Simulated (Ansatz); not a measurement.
**Run report: Li₈Nb₇O₂₄ (charge −2), single-point calculation (part 2 of 2)**

Li₈Nb₇O₂₄ (defect cell, 39 atoms in the cell, total charge −2); DFT PBE, scalar-relativistic, plane waves, PAW, spin-polarised (Ansatz 0.2.0); cutoff 420 eV, 3×3×3 k-mesh, Gaussian smearing of 0.05 eV, collinear spins. The structure derives from an entry of the Crystallography Open Database.

### Output, continued
```
  k-point 0 ↑: bands = ["-47.7780", "-47.7177", "-47.6922", "-47.5122", "-47.2890", "-47.2523", "-47.2108", "-36.0340", "-36.0052", "-35.8824", "-35.7974", "-35.7625", "-35.6741", "-35.4766", "-34.7920", "-24.0790", "-24.0628", "-24.0253", "-24.0103", "-23.9636", "-23.9562", "-23.8687", "-23.8445", "-23.8314", "-23.7906", "-23.7544", "-23.7306", "-23.6238", "-23.5763", "-23.5277", "-23.5122", "-23.5007", "-23.4700", "-23.4593", "-23.4462", "-23.3719", "-10.5691", "-10.2670", "-10.1957", "-10.0867",
      "-9.9857", "-9.9413", "-9.8932", "-9.8751", "-9.7578", "-9.4864", "-9.2345", "-9.0702", "-8.9436", "-8.9332", "-8.8929", "-8.8397", "-8.8051", "-8.7578", "-8.7327", "-8.6734", "-8.6329", "-8.5502", "-8.4438", "-8.1851", "1.6393", "1.6960", "1.7732", "1.8855", "1.8964", "1.9119", "2.0085", "2.0656", "2.1274", "2.3327", "2.3578", "2.4565", "2.6115", "2.6408", "2.8229", "3.3057", "3.6343", "3.6900", "3.7911", "3.8307",
      "3.9185", "4.0414", "4.1338", "4.2026", "4.2819", "4.3225", "4.3985", "4.4290", "4.4622", "4.5257", "4.5912", "4.6507", "4.6972", "4.8129", "4.8346", "4.9259", "5.0108", "5.0194", "5.0912", "5.1913", "5.1997", "5.2508", "5.3097", "5.3943", "5.4361", "5.4643", "5.4880", "5.5593", "5.5921", "5.7096", "5.7919", "5.8572", "5.8817", "5.9318", "6.0658", "6.0732", "6.1551", "6.1757", "6.1969", "6.2394",
      "6.2492", "6.3409", "6.4350", "6.4802", "6.5370", "6.5688", "6.6602", "6.8534", "6.8837", "6.9775", "7.0469", "7.2489", "9.5193", "9.6025", "9.7306", "10.3132", "10.3663", "10.4136", "10.6627", "10.8005", "10.9735", "11.0809", "11.3524", "11.4666", "11.6510", "11.7100", "11.9536", "12.0316", "12.0996", "12.1748", "12.2761", "12.2914", "12.5322", "13.9601", "14.0792", "14.1837", "14.3977", "14.4273", "14.5208", "14.8326",
      "14.9849", "15.0093", "15.3495", "16.0444", "16.2789", "16.8026", "16.9202", "16.9691", "17.1879", "17.2918", "17.3794"]
  k-point 1 ↑: bands = ["-47.7780", "-47.7175", "-47.6924", "-47.5122", "-47.2890", "-47.2523", "-47.2109", "-36.0340", "-36.0052", "-35.8824", "-35.7974", "-35.7625", "-35.6741", "-35.4766", "-34.7920", "-24.0786", "-24.0178", "-24.0113", "-24.0069", "-23.9587", "-23.9555", "-23.9001", "-23.8657", "-23.8329", "-23.7802", "-23.7490", "-23.7183", "-23.6265", "-23.5762", "-23.5447", "-23.5162", "-23.5117", "-23.4699", "-23.4660", "-23.4463", "-23.3810", "-10.4294", "-10.2444", "-10.1161", "-10.0333",
      "-9.9469", "-9.9124", "-9.8458", "-9.7748", "-9.5643", "-9.5415", "-9.2619", "-9.2144", "-9.1689", "-9.0125", "-8.9176", "-8.8995", "-8.8569", "-8.8103", "-8.7588", "-8.7341", "-8.6566", "-8.5878", "-8.4336", "-8.1793", "1.7273", "1.8336", "1.8697", "1.9742", "2.0482", "2.1485", "2.2717", "2.2927", "2.3410", "2.4615", "2.5259", "2.6178", "2.6953", "2.9179", "3.0688", "3.1318", "3.2079", "3.2393", "3.4076", "3.5282",
      "3.6930", "3.8003", "3.9269", "4.0785", "4.1353", "4.2121", "4.3171", "4.3563", "4.4773", "4.5308", "4.6275", "4.7245", "4.7457", "4.8196", "4.8608", "4.8945", "4.9196", "5.0609", "5.0977", "5.1677", "5.2130", "5.2633", "5.3107", "5.3547", "5.4303", "5.4580", "5.5166", "5.5709", "5.6396", "5.6831", "5.7489", "5.8756", "5.8823", "5.9458", "5.9814", "6.0032", "6.0549", "6.1418", "6.1969", "6.2300",
      "6.2676", "6.3698", "6.3982", "6.4874", "6.5563", "6.6075", "6.6446", "6.8174", "6.8926", "6.9910", "7.0503", "7.1435", "9.6424", "9.9456", "10.1489", "10.3426", "10.4506", "10.5145", "10.7074", "10.8536", "10.9826", "11.1053", "11.2765", "11.4583", "11.6595", "11.7291", "11.8641", "11.9846", "12.0352", "12.1160", "12.2328", "12.3139", "12.4530", "14.0159", "14.1522", "14.2750", "14.3698", "14.5313", "14.6832", "14.8248",
      "15.1555", "15.2262", "15.6357", "15.9256", "16.2014", "16.3283", "16.5886", "16.8088", "17.0225", "17.1134", "17.3057"]
  k-point 2 ↑: bands = ["-47.7780", "-47.7177", "-47.6921", "-47.5123", "-47.2890", "-47.2523", "-47.2109", "-36.0340", "-36.0052", "-35.8823", "-35.7974", "-35.7625", "-35.6741", "-35.4766", "-34.7920", "-24.0788", "-24.0627", "-24.0214", "-23.9774", "-23.9511", "-23.9413", "-23.8645", "-23.8436", "-23.8305", "-23.7910", "-23.7840", "-23.7383", "-23.6238", "-23.5782", "-23.5278", "-23.5135", "-23.5107", "-23.4854", "-23.4706", "-23.4468", "-23.3723", "-10.5064", "-10.1931", "-10.1204", "-10.0639",
      "-9.9609", "-9.8574", "-9.7477", "-9.7202", "-9.6665", "-9.4832", "-9.3554", "-9.2230", "-9.1247", "-9.0381", "-8.9847", "-8.9057", "-8.8529", "-8.8173", "-8.7703", "-8.6682", "-8.6521", "-8.5543", "-8.4443", "-8.1844", "1.6499", "1.7708", "1.8715", "1.9300", "1.9799", "2.1923", "2.2480", "2.2989", "2.3343", "2.4858", "2.5371", "2.6214", "2.7363", "2.8401", "3.0520", "3.1860", "3.2606", "3.3284", "3.4694", "3.5661",
      "3.7526", "3.8217", "3.9617", "4.0519", "4.1193", "4.1684", "4.3177", "4.3928", "4.4595", "4.5534", "4.5913", "4.6312", "4.6987", "4.7795", "4.8271", "4.9160", "4.9985", "5.0299", "5.1122", "5.1600", "5.2065", "5.2383", "5.2763", "5.3241", "5.4031", "5.5352", "5.5520", "5.6209", "5.6842", "5.7246", "5.7882", "5.8385", "5.8879", "5.9506", "5.9959", "6.0435", "6.1131", "6.1288", "6.2162", "6.2313",
      "6.2730", "6.3672", "6.3872", "6.4427", "6.5050", "6.5429", "6.6630", "6.8328", "6.8758", "6.9884", "7.0147", "7.2449", "9.5472", "9.9999", "10.1232", "10.3183", "10.4075", "10.5018", "10.7461", "10.8712", "10.9431", "11.1264", "11.3533", "11.3805", "11.6108", "11.7274", "11.7841", "11.9384", "12.0633", "12.1717", "12.2007", "12.2624", "12.4824", "14.0563", "14.1636", "14.2525", "14.3880", "14.4383", "14.7261", "14.8133",
      "15.1551", "15.2427", "15.6582", "15.9454", "16.1215", "16.3645", "16.7265", "16.8364", "17.0694", "17.2170", "17.2921"]
  k-point 13 ↓: bands = ["-47.7792", "-47.7181", "-47.6948", "-47.5144", "-47.3060", "-47.2647", "-47.2188", "-36.0308", "-36.0063", "-35.8832", "-35.8006", "-35.7636", "-35.6768", "-35.4808", "-34.7962", "-24.0400", "-24.0124", "-24.0068", "-23.9774", "-23.9453", "-23.9400", "-23.9012", "-23.8772", "-23.8464", "-23.7855", "-23.7658", "-23.7112", "-23.6411", "-23.5935", "-23.5641", "-23.5493", "-23.5292", "-23.5020", "-23.4893", "-23.4821", "-23.3914", "-10.0958", "-9.9470", "-9.8905", "-9.8094",
      "-9.7336", "-9.7039", "-9.6416", "-9.5961", "-9.5105", "-9.2472", "-9.2186", "-9.1831", "-9.1404", "-9.1181", "-9.0761", "-8.9492", "-8.9270", "-8.8261", "-8.7901", "-8.7376", "-8.6872", "-7.7829", "-7.5402", "-7.2934", "2.2133", "2.2366", "2.3257", "2.3959", "2.4678", "2.5080", "2.5359", "2.5807", "2.6827", "2.7541", "2.8565", "2.9811", "3.0654", "3.1107", "3.1978", "3.2480", "3.3499", "3.3985", "3.4871", "3.5384",
      "3.5646", "3.6585", "3.7142", "3.8097", "3.8269", "3.9646", "4.0248", "4.0779", "4.1361", "4.1901", "4.2736", "4.3249", "4.4716", "4.5652", "4.6378", "4.7180", "4.7893", "4.8585", "4.9749", "5.0566", "5.1820", "5.2615", "5.4143", "5.5164", "5.6334", "5.7028", "5.7705", "5.8020", "5.9204", "5.9555", "5.9940", "6.0393", "6.1230", "6.1524", "6.1861", "6.2237", "6.2540", "6.2858", "6.3603", "6.4177",
      "6.4772", "6.5757", "6.6232", "6.7142", "6.8430", "6.9859", "7.2712", "7.7269", "7.8434", "7.8986", "8.0866", "8.3244", "10.2168", "10.3181", "10.5057", "10.5481", "10.5905", "10.7368", "10.8857", "10.9826", "11.0857", "11.2003", "11.3566", "11.4352", "11.5180", "11.5550", "11.6708", "11.8779", "11.9396", "12.0591", "12.1099", "12.1436", "12.2723", "14.3377", "14.5280", "14.5650", "14.7440", "14.8547", "14.9709", "15.2042",
      "15.2385", "15.4400", "15.7236", "15.8964", "16.0866", "16.1996", "16.4090", "16.5412", "16.7420", "16.8007", "16.9471"]
--- Löwdin populations: 39 sites ---
  site symbol       q [e]    m [muB]
     0     Li      2.2775    -0.0048
     1     Li      2.2696    -0.0015
     2     Li      2.2709    -0.0013
     3     Li      2.2732    -0.0016
     4     Li      2.2703    -0.0033
     5     Li      2.2668    -0.0031
     6     Li      2.2627    -0.0005
     7     Li      2.2799    -0.0057
     8     Nb     11.5304    -0.0063
     9     Nb     11.5408    -0.0052
    10     Nb     11.5138    -0.0064
    11     Nb     11.5531    -0.0187
    12     Nb     11.5447    -0.0427
    13     Nb     11.5330    -0.0318
    14     Nb     11.5052    -0.0012
    15      O      6.6753     0.0024
    16      O      6.6389     0.8429
    17      O      6.7098     0.0056
    18      O      6.6702     0.0149
    19      O      6.7074     0.0023
    20      O      6.7015     0.0028
    21      O      6.7889     0.6018
    22      O      6.6469     0.1540
    23      O      6.5855     0.9226
    24      O      6.7296     0.0142
    25      O      6.6775     0.0017
    26      O      6.6485     0.1520
    27      O      6.7067     0.0118
    28      O      6.7523     0.0182
    29      O      6.6848     0.0081
    30      O      6.7200     0.0535
    31      O      6.7273     0.0136
    32      O      6.6659     0.2260
    33      O      6.7315     0.0224
    34      O      6.6899     0.0058
    35      O      6.6911     0.0227
    36      O      6.6926     0.0010
    37      O      6.7073     0.0219
    38      O      6.6954     0.0340
  spilling = 0.005606 (of n_electrons = 261.000000)
--- Bader charges: 39 sites ---
  site symbol  charge [e]  shift [e]    m [muB]
     0     Li      0.8897     0.0010    -0.0005
     1     Li      0.8883     0.0009    -0.0001
     2     Li      0.8870     0.0009    -0.0003
     3     Li      0.8845     0.0010    -0.0002
     4     Li      0.8840     0.0010    -0.0009
     5     Li      0.8861     0.0010    -0.0007
     6     Li      0.8918     0.0008     0.0016
     7     Li      0.8866     0.0012    -0.0003
     8     Nb      2.7330     0.0044    -0.0027
     9     Nb      2.7296     0.0048    -0.0028
    10     Nb      2.7468     0.0040    -0.0005
    11     Nb      2.6971     0.0057    -0.0105
    12     Nb      2.6918     0.0059    -0.0250
    13     Nb      2.7065     0.0058    -0.0172
    14     Nb      2.7421     0.0051    -0.0006
    15      O     -1.2014     0.0023     0.0017
    16      O     -0.8884     0.0005     0.8114
    17      O     -1.2532     0.0019     0.0049
    18      O     -1.2010     0.0017     0.0149
    19      O     -1.2462     0.0021     0.0011
    20      O     -1.2211     0.0018     0.0023
    21      O     -1.0700     0.0006     0.5831
    22      O     -1.1323     0.0010     0.1504
    23      O     -0.8318     0.0004     0.8904
    24      O     -1.2598     0.0016     0.0123
    25      O     -1.2042     0.0023     0.0015
    26      O     -1.1391     0.0011     0.1526
    27      O     -1.2308     0.0015     0.0123
    28      O     -1.2122     0.0039     0.0191
    29      O     -1.2099     0.0017     0.0076
    30      O     -1.2264     0.0010     0.0508
    31      O     -1.2423     0.0016     0.0134
    32      O     -1.1379     0.0009     0.2200
    33      O     -1.1991     0.0040     0.0239
    34      O     -1.2148     0.0021     0.0057
    35      O     -1.2106     0.0016     0.0233
    36      O     -1.2154     0.0023     0.0007
    37      O     -1.2401     0.0015     0.0213
    38      O     -1.1571     0.0040     0.0360
  estimated error of the sums over rays = 5.0e-4 e
```

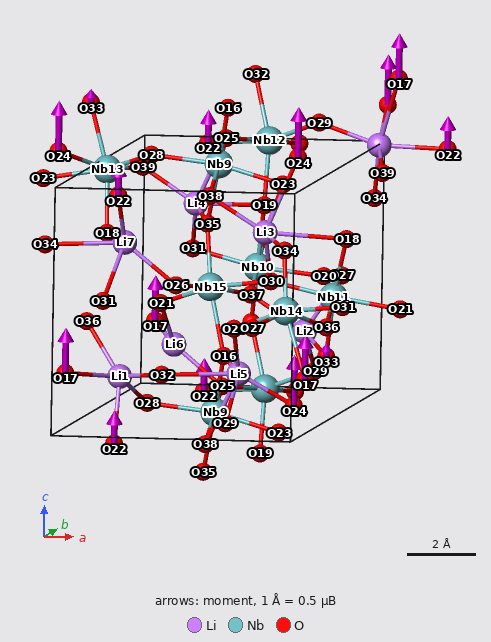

Magnetic moments of the sites as pink arrows (ball-and-stick view of the cell of the calculation, seen slightly off an axis; bonded neighbours outside the cell are drawn too; atoms are numbered from 1 in the order of the input); small moments hardly show. The run is collinear, so the axis drawn is arbitrary. Site moments: O24 (0.76 μB); O17 (0.68 μB); O22 (0.50 μB); O33 (0.20 μB); O23, O27 (0.14 μB). They are counted near the atoms and needn't add up to the moment of the cell.

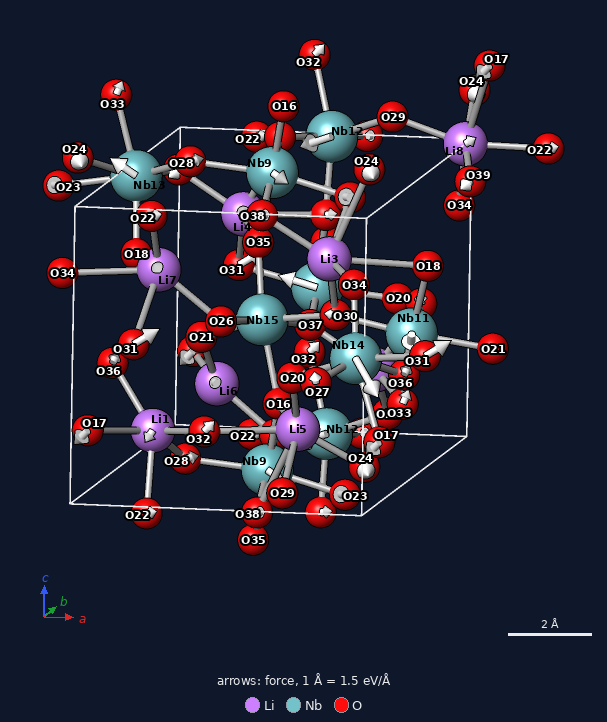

Forces on the atoms as white arrows (ball-and-stick view of the cell of the calculation, seen slightly off an axis; bonded neighbours outside the cell are drawn too; atoms are numbered from 1 in the order of the input). The largest act on Nb14 (2.11 eV/Å); Nb12 (1.60 eV/Å); Nb10 (1.54 eV/Å); Nb13 (1.23 eV/Å), among others. The geometry is not a stationary point of this energy.

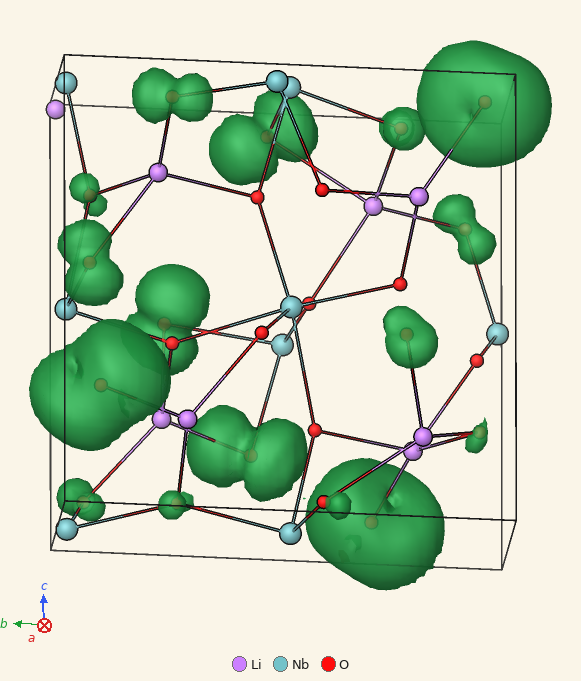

Isosurfaces of the magnetisation density (up minus down) at +0.02 (green) and −0.02 e/Å³ (red), seen at an oblique angle. Sticks mark near contacts. The outline is the calculation cell. The cell of the calculation (39 atoms) carries 3.0 μB net. Core electrons are frozen (PAW), so the fields are smoothed inside the atomic spheres.

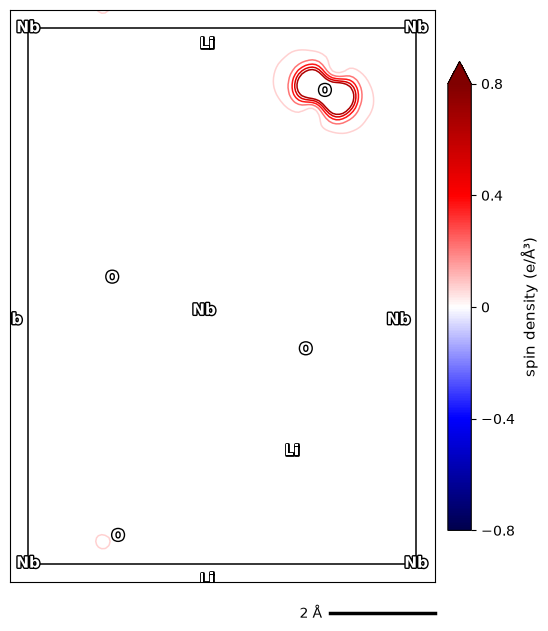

Spin density (up minus down) on the (101) plane of the calculation cell. The section cuts through Li, Nb and O sites. The cell of the calculation (39 atoms) carries 3.0 μB net.
